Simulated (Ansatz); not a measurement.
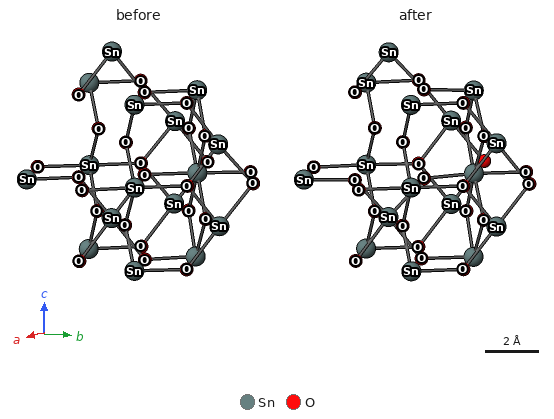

The structure of a defect cell of composition Sn₂₃O₄₈ (cell charge −1) before (left) and after (right) a relaxation, at one scale.

Style: ball-and-stick. Shown: the atoms within 5.0 Å of the atom that moves most (axes of the cell of the calculation (origin shifted)), from a free direction.

All numbers below come from DFT, PBEsol, PAW, plane waves (Ansatz). Settings: plane-wave cutoff 420 eV; k-point mesh 1 × 1 × 1; mesh shifted by (0.25, 0.25, 0.25); collinear spin; atoms relaxed in a fixed cell; force threshold 0.03 eV/Å; at most 80 steps.

### Summarise the run.

The atom that moves furthest is an O atom (0.18 Å roughly along [0 1 −1]). Largest moves by element: O 0.18 Å, Sn 0.08 Å. The cell doesn't change. Near-neighbour distances that change, for instance: O–Sn 1.974 → 2.069 Å, O–Sn 2.097 → 2.005 Å, O–Sn 2.103 → 2.035 Å, O–Sn 2.060 → 1.999 Å. Bond angles that change, for instance: O–Sn–O 76.9° → 85.6°, Sn–O–Sn 128.0° → 136.1°, Sn–O–Sn 128.4° → 134.3°. Over 6 geometry steps the energy falls by 1.102 eV per cell of the calculation. The largest force component goes from 2.3 to 0.023 eV/Å. The program noted that the starting moments weren't kept. The run may lie on a higher electronic state than the lowest, so the end point isn't shown to be the ground-state structure.

Limits of the set-up: the cell is charged, on a uniform background, and energies carry no finite-size correction.
